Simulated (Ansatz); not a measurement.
# Does disorder add resistance in series? Al(111) layers with 25 % Li

Two lengths of the disordered region are known. What area resistance does the third give?

**Method.** Ansatz 0.2.0, plane waves with PAW datasets at their recommended cutoffs (420 eV for most), Fermi-Dirac smearing; ballistic transmission by layer matching. The area resistance is RA = A (h/2e²)(1/T − 1/N), with T the zone-mean transmission per spin and N the lead's channels, both averaged over a few energies near the Fermi level; for magnets each spin is taken apart, with h/e², and the two conduct in parallel. Lateral cell 2x2, PBE, a fresh random draw for each length.

Results; the value marked ? is to be predicted:

```
length (Å)  channels N  RA (fΩ m²)
      9.35       5.423       0.475
      18.7       5.470       0.841
      28.0       5.470           ?
```

Worked fit:

Ohm's law makes RA linear in the length: the slope is (0.841 − 0.475)/(18.7 − 9.35) = 0.0392 fΩ m² per Å, or 39 µΩ cm. Then 0.841 + 0.0392 × 9.35. Predicted: 1.21 fΩ m².

**The withheld run.**

1.10 fΩ m², so the prediction is 9.9 % too high. The three lengths together give 33 µΩ cm. The two increments are 0.37 and 0.26 fΩ m²; with one draw for each length, their difference can't be told from scatter.

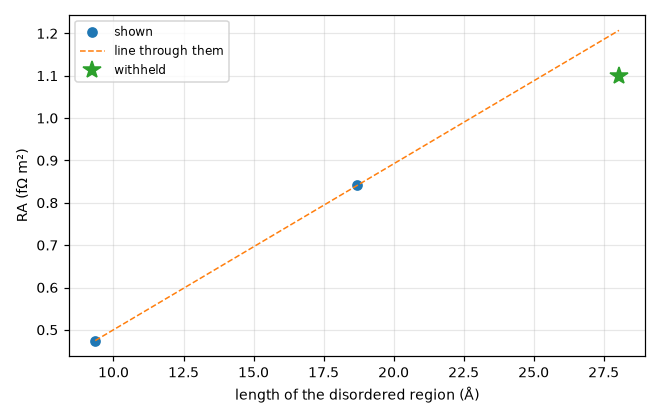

Area resistance against length.

**Limits.** The scatterers repeat sideways with the small cell. The slope is a raw one; a model of isotropic scattering puts it 1.02 times the bulk value over these lengths. Atoms sit unrelaxed on the host's lattice, and the pair may not mix at random in practice.

[Logs are printed without paths, hosts, clocks, repeated set-up lines and the standing remarks that a program may print on its own settings, such as how far it seeks lower states.]
